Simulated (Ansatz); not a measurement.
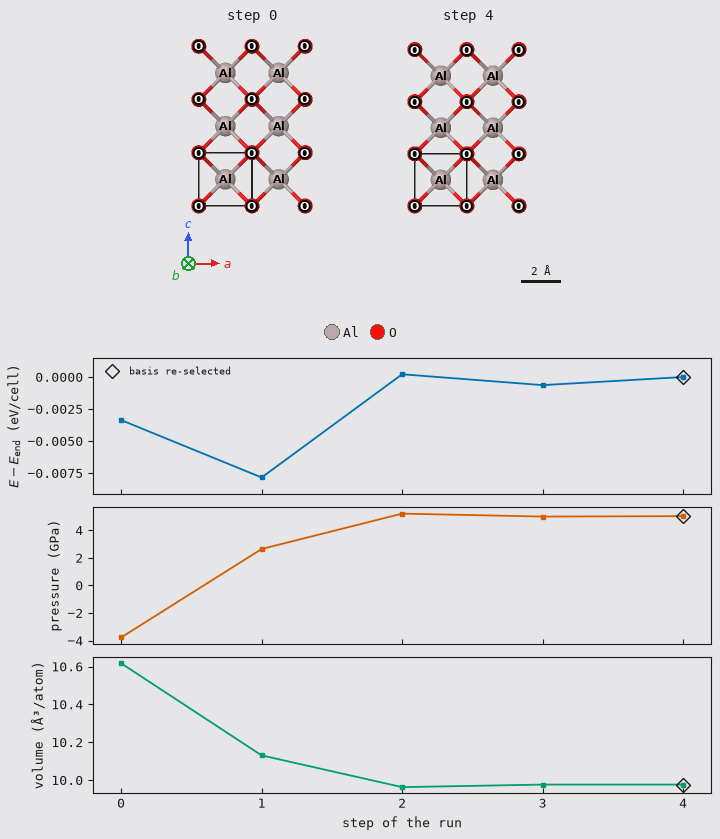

First and last geometry of a relaxation of a crystal of AlO (a generated structure, set up in Pm-3m), with the history of the run. Style: ball-and-stick. Shown: the cell of the calculation, repeated 2 × 1 × 3 with one cell outlined, along the b axis.

The run lets cell and atoms move.

Method: Kohn-Sham DFT of a periodic cell, r2SCAN, Ansatz PAW in Ansatz 0.2.0.

Input
```yaml
crystal:
  lattice:
    - [2.76919, 0.0, 0.0]
    - [0.0, 2.76919, 0.0]
    - [0.0, 0.0, 2.76919]
  atoms:
    - { symbol: Al, position: [0.5, 0.5, 0.5] }
    - { symbol: O, position: [0.0, 0.0, 0.0] }
hamiltonian:
  xc: r2scan
  pseudopotentials: { kind: paw }
kpoints:
  mp_grid: { grid: [10, 10, 10] }
scf:
  occupations: { method: fermi_dirac, width: 0.05 }
output:
  forces: true
  stress: true
  eigenvalues: true
relax:
  f_tol: 0.01
  max_steps: 40
  cell: { stress_tol: 0.05, p_target: 5.0 }
```

Run as
```bash
ansatz run input.yaml --threads 2 --pin off --max-ram 5632MiB --backend cpu --events-out ev --progress --plain --runs-dir out
```

Question: What do the curves and the structures tell?

Answer: It converged. The atoms keep their places relative to the cell (all moves are under 0.005 Å). Cell: a = b = c 2.769 → 2.712 Å (−2.1 %). Volume −6.0 %. Near-neighbour distances that change, for instance: Al–O 2.398 → 2.349 Å. The space group stays Pm-3m (No. 221). The energy rises by 3.4 meV per cell of the calculation in 3 accepted moves (4 points after the start). With the target pressure of 5 GPa, the enthalpy E + pV changes by −36.6 meV per cell of the calculation. All forces vanish by symmetry, so only the cell relaxes. Pressure: −3.77 GPa at the start and 5.03 GPa at the end. The SCF was repeated once at an unchanged geometry on a basis and grid sized afresh for the cell, which shifted the energy by 0.6 meV per cell of the calculation at most. Cost: 6 s on 2 threads of Arm Neoverse V1, on a shared host, peak memory 0.34 GiB.

```csv
step,"E − E(0), meV/atom","pressure, GPa","volume, Å³/atom",note
0,0.00,-3.77,10.618,
1,-2.24,2.64,10.131,
2,1.79,5.21,9.963,
3,1.36,5.00,9.977,
4,1.68,5.03,9.977,"same geometry, new basis"
```
